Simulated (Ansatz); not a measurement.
**Two runs on TiN**

System: TiN (Fm-3m, 2 atoms in the cell).
Method of run A: DFT, PBE, all-electron LAPW, non-relativistic, no spin polarisation (Ansatz 0.2.0).

The structure derives from an entry of the Crystallography Open Database. Text and figures count atoms from 1; the logs count them from 0 in places.

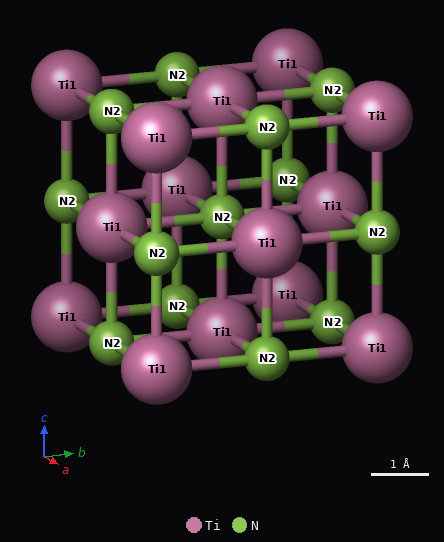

**Figure 1.** The input geometry (ball-and-stick view of the cell 4 times as large as that of the calculation, set on its symmetry axes, seen slightly off an axis; atoms are numbered from 1 in the order of the input). An atom can appear more than once, as a periodic image.

### The input, run A
```yaml
crystal:
  lattice:
    - [0.0, 2.122, 2.122]
    - [2.122, 0.0, 2.122]
    - [2.122, 2.122, 0.0]
  atoms:
    - { symbol: Ti, position: [0.0, 0.0, 0.0] }
    - { symbol: "N", position: [0.5, 0.5, 0.5] }
kpoints:
  mp_grid: { grid: [13, 13, 13] }
  band_path:
    path:
      - [0.0, 0.0, 0.0]
      - [0.5, 0.0, 0.5]
      - [0.625, 0.25, 0.625]
      - [0.375, 0.375, 0.75]
      - [0.0, 0.0, 0.0]
      - [0.5, 0.5, 0.5]
      - [0.5, 0.25, 0.75]
      - [0.5, 0.0, 0.5]
    npoints: 5
scf:
  occupations: { method: fermi_dirac, width: 0.05 }
hamiltonian:
  xc: pbe
  pseudopotentials:
    kind: all_electron
    lapw: { basis_error: 0.0005 }
    relativity: none
output:
  forces: true
  stress: true
  eigenvalues: true
```

Launched with:
```bash
ansatz run input.yaml --threads 1 --pin off --max-ram 2048MiB --backend cpu --events-out ev --progress --plain --runs-dir out
```

Hardware: 1 thread of Intel Xeon @ 2.50GHz (Skylake/Cascade Lake), 32 GiB of memory available, shared host.

### Output, shortened to warnings, some set-up lines, iterations and results (run A)
```
Basis set: ecut = 369.1766408850748 eV, 331 PW (Γ), exchange–correlation at level 2
Symmetry: 48 space group operations
k-points: 84 of 2197
Initial density: superposition of atomic densities (chi_scale 0.1, normalization cell, long waves kept (reshape's long-wave potential 0.00 eV rms))
[...]
SCF iter   1: F=—  HF=-24606.394584 eV  |F-HF|=—  |Δ(HF+E_count)|=         —  Δρ=1.52e-1  dr2=5.15e0  ethr=1.91e-2  ⟨swp⟩=2.0  Hψ=9265  notcnv=0
SCF iter   2: F=—  HF=-24604.453475 eV  |F-HF|=—  |Δ(HF+E_count)|=    1.94e0  Δρ=4.15e-2  dr2=2.16e-1  ethr=7.99e-4  ⟨swp⟩=2.0  Hψ=16867  notcnv=0
SCF iter   3: F=—  HF=-24604.111961 eV  |F-HF|=—  |Δ(HF+E_count)|=   3.42e-1  Δρ=2.13e-2  dr2=1.02e-1  ethr=7.99e-4  ⟨swp⟩=2.9  Hψ=5733  notcnv=0
SCF iter   4: F=—  HF=-24604.148609 eV  |F-HF|=—  |Δ(HF+E_count)|=         —  Δρ=1.62e-2  dr2=5.66e-2  ethr=3.79e-4  ⟨swp⟩=2.0  Hψ=5463  notcnv=0
SCF iter   5: F=—  HF=-24604.111127 eV  |F-HF|=—  |Δ(HF+E_count)|=   3.75e-2  Δρ=4.44e-3  dr2=4.40e-3  ethr=2.09e-4  ⟨swp⟩=2.0  Hψ=5175  notcnv=0
SCF iter   6: F=—  HF=-24604.108860 eV  |F-HF|=—  |Δ(HF+E_count)|=   2.27e-3  Δρ=1.32e-4  dr2=3.28e-6  ethr=1.63e-5  ⟨swp⟩=2.0  Hψ=4949  notcnv=0
SCF iter   7: F=—  HF=-24604.108862 eV  |F-HF|=—  |Δ(HF+E_count)|=   1.85e-6  Δρ=4.00e-5  dr2=3.47e-7  ethr=1.21e-8  ⟨swp⟩=2.2  Hψ=4966  notcnv=0
SCF iter   8: F=-24604.108862 eV  HF=-24604.108862 eV  |F-HF|=7.28e-11  |Δ(HF+E_count)|=   1.19e-7  Δρ=9.45e-7  dr2=6.38e-11  ethr=1.28e-9  ⟨swp⟩=2.0  Hψ=4945  notcnv=0
SCF 1 converged in 8 iterations: F = -24604.108862 eV  dr2 = 6.38e-11
NSCF: frozen V_eff on 36 k-points
SCF converged after 8 iterations
Free energy (F): -24604.108862 eV
Harris-Foulkes:  -24604.108862 eV  (|F-HF|=7.28e-11)
Internal energy: -24604.102004 eV  (E = F + TS)
E sigma→0 (E₀):  -24604.105433 eV
Entropy (-TS):   -0.006857 eV (-3.429 meV/atom)
Fermi energy:    17.522347 eV
--- Per-component energies (eV) ---
  E_band       = -4344.357249
  E_kinetic    = 24576.490523
  E_xc         = -1329.749732
  E_electrostatic = -47850.842796  (all electrons and nuclei)
  E_smearing   = -0.006857  (= −TS)
  E_closure    = 0.000000  (closes the sum)
  E_atoms      = -24585.553121  (free atoms, spherical and without spin; not in F)
  Σ components = -24604.108862   (vs F -24604.108862, Δ=0.00e0)
  Basis errors (estimates in eV, not in F): energy 1.5e-4 per atom: plane waves 1.3e-4 (7.2e-5 summed), levels above the bands 5.0e-155, relativity 0.0e0, radial functions 2.0e-5, core shells 2.9e-18; eigenvalues (radial functions only) 1.5e-5; not estimated: angular momenta, meshes, grids; target …
--- Forces (eV/Å), atoms counted from 1 ---
  atom   1  Ti     0.00000000     0.00000000     0.00000000
  atom   2  N      0.00000000     0.00000000    -0.00000000
  max |Σ_I F_I| component: 1.71e-30 eV/Å
--- Stress (GPa, compression-positive) ---
        1.373286      -0.000000       0.000000
       -0.000000       1.373286      -0.000000
        0.000000      -0.000000       1.373286
  P = ⅓ Tr σ = 1.3733 GPa (13.733 kbar)
```

The input of run B differs as follows (lines with − go, lines with + come):
```diff
+  convergence: { dr2_threshold: 0.0001 }
+accuracy: low
```

How does run B compare with run A?

Run A is non-relativistic, while run B includes scalar relativity. The energy doesn't change within 0.01 meV per atom. The SCF takes 7 iterations against 8.

### Output, shortened to warnings, some set-up lines, iterations and results (run B)
```
Warning: scf.convergence.dr2_threshold = 1e-4 eV is looser than this run's default, which is 1e-7 eV or tighter. The error in the forces grows as the threshold's square root, so leave the key out unless less accurate forces are enough
Warning: output.stress: scf.convergence.dr2_threshold = 1e-4 eV is looser than the 1e-7 eV advised for a printed stress on datasets or a basis made for the crystal, by an estimate of what a threshold leaves in their stress. Set scf.convergence.dr2_threshold to 1e-7 eV or tighter
Basis set: ecut = 369.1766408850748 eV, 331 PW (Γ), exchange–correlation at level 2
Symmetry: 48 space group operations
k-points: 84 of 2197
Initial density: superposition of atomic densities (chi_scale 0.1, normalization cell, long waves kept (reshape's long-wave potential 0.00 eV rms))
[...]
SCF iter   1: F=—  HF=-24606.394584 eV  |F-HF|=—  |Δ(HF+E_count)|=         —  Δρ=1.52e-1  dr2=5.15e0  ethr=1.91e-2  ⟨swp⟩=2.0  Hψ=9265  notcnv=0
SCF iter   2: F=—  HF=-24604.453475 eV  |F-HF|=—  |Δ(HF+E_count)|=    1.94e0  Δρ=4.15e-2  dr2=2.16e-1  ethr=7.99e-4  ⟨swp⟩=2.0  Hψ=16867  notcnv=0
SCF iter   3: F=—  HF=-24604.111961 eV  |F-HF|=—  |Δ(HF+E_count)|=   3.42e-1  Δρ=2.13e-2  dr2=1.02e-1  ethr=7.99e-4  ⟨swp⟩=2.9  Hψ=5733  notcnv=0
SCF iter   4: F=—  HF=-24604.148609 eV  |F-HF|=—  |Δ(HF+E_count)|=         —  Δρ=1.62e-2  dr2=5.66e-2  ethr=3.79e-4  ⟨swp⟩=2.0  Hψ=5463  notcnv=0
SCF iter   5: F=—  HF=-24604.111127 eV  |F-HF|=—  |Δ(HF+E_count)|=   3.75e-2  Δρ=4.44e-3  dr2=4.40e-3  ethr=2.09e-4  ⟨swp⟩=2.0  Hψ=5175  notcnv=0
SCF iter   6: F=—  HF=-24604.108861 eV  |F-HF|=—  |Δ(HF+E_count)|=   2.27e-3  Δρ=1.32e-4  dr2=3.28e-6  ethr=1.63e-5  ⟨swp⟩=2.0  Hψ=4949  notcnv=0
SCF iter   7: F=-24604.108861 eV  HF=-24604.108862 eV  |F-HF|=6.28e-7  |Δ(HF+E_count)|=   5.69e-7  Δρ=3.99e-5  dr2=3.46e-7  ethr=1.21e-8  ⟨swp⟩=2.2  Hψ=4965  notcnv=0
SCF 1 converged in 7 iterations: F = -24604.108861 eV  dr2 = 3.46e-7
NSCF: frozen V_eff on 36 k-points
SCF converged after 7 iterations
Free energy (F): -24604.108861 eV
Harris-Foulkes:  -24604.108862 eV  (|F-HF|=6.28e-7)
Internal energy: -24604.102003 eV  (E = F + TS)
E sigma→0 (E₀):  -24604.105432 eV
Entropy (-TS):   -0.006858 eV (-3.429 meV/atom)
Fermi energy:    17.522517 eV
--- Per-component energies (eV) ---
  E_band       = -4344.349577
  E_kinetic    = 24576.473544
  E_xc         = -1329.749028
  E_electrostatic = -47850.826520  (all electrons and nuclei)
  E_smearing   = -0.006858  (= −TS)
  E_closure    = 0.000000  (closes the sum)
  E_atoms      = -24585.553121  (free atoms, spherical and without spin; not in F)
  Σ components = -24604.108861   (vs F -24604.108861, Δ=0.00e0)
  Basis errors (estimates in eV, not in F): energy 1.5e-4 per atom: plane waves 1.3e-4 (7.2e-5 summed), levels above the bands 5.0e-155, relativity 0.0e0, radial functions 2.0e-5, core shells 2.9e-18; eigenvalues (radial functions only) 1.5e-5; not estimated: angular momenta, meshes, grids; target …
--- Forces (eV/Å), atoms counted from 1 ---
  atom   1  Ti     0.00000000     0.00000000     0.00000000
  atom   2  N      0.00000000    -0.00000000    -0.00000000
  max |Σ_I F_I| component: 1.32e-30 eV/Å
--- Stress (GPa, compression-positive) ---
        1.364672       0.000000      -0.000000
        0.000000       1.364672      -0.000000
       -0.000000      -0.000000       1.364672
  P = ⅓ Tr σ = 1.3647 GPa (13.647 kbar)
```

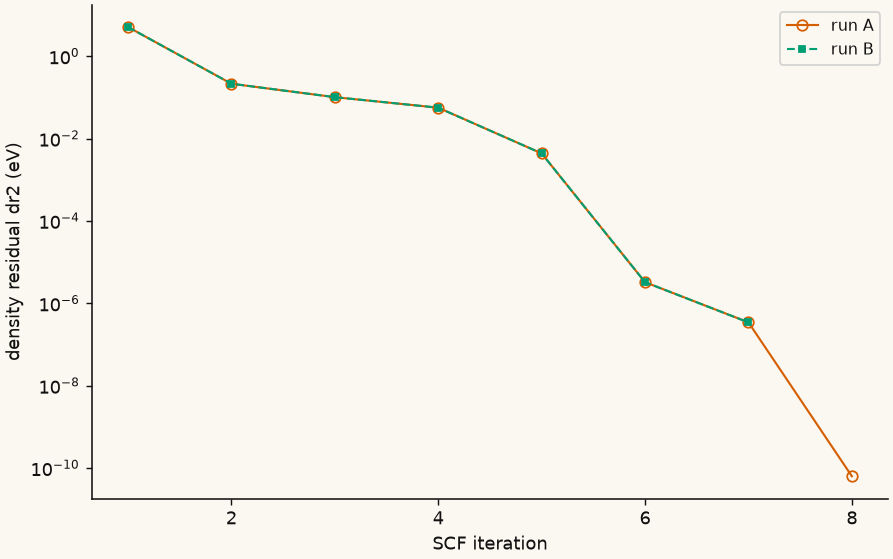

**Figure 2.** Convergence of the two runs: density residual dr2 against the SCF iteration. Run A takes 8 iterations in all, and run B takes 7.

### The two runs side by side

| quantity | run A | run B |
| --- | --- | --- |
| outcome | converged | converged |
| free energy per atom (eV) | −12302.0544 | −12302.0544 |
| energy per atom, smearing taken to zero (eV) | −12302.0527 | −12302.0527 |
| pressure (GPa) | 1.37 | 1.36 |
| largest force (eV/Å) | 0.000 | 0.000 |
| SCF iterations | 8 | 7 |
| irreducible k-points | 84 | 84 |
| plane waves at Γ | 331 | 331 |
| wall time (shared host) | 18 s | 17 s |

For both runs: The cell holds an odd number of electrons but the run has no spin polarisation, so a band is left half filled. For run B: These settings are looser than, or depart from, a standard set-up, so the numbers are not reference values for this system. Warnings: the SCF threshold is loose for the printed forces; the SCF threshold is looser than advised for the printed stress. The input asks for low accuracy.
